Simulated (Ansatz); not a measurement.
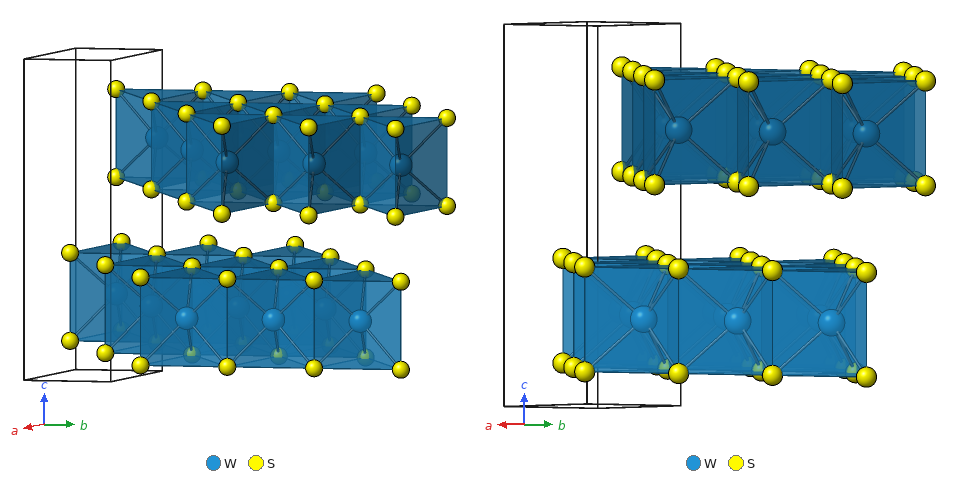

Polyhedra are drawn about W (bonds: S–W below 2.7 Å); other atoms are plain spheres. Two views of the same piece.

System WS2 (space group P6_3/mmc, No. 194); source of the atomic positions: the geometry relaxed at a target pressure of 8 GPa with DFT PBEsol, scalar-relativistic, plane waves, PAW (Ansatz 0.2.0).

### What figure surrounds each W atom, and what does it share with the other drawn polyhedra?

W: WS6 trigonal prism, sharing edges with six neighbours.

### What is the connectivity of the polyhedra: isolated, groups, chains, layers or framework?

They form layers of edge-sharing trigonal prisms parallel to (001).

### How far apart are the centres of linked polyhedra?

Centre to centre across a shared edge: 3.09 Å.
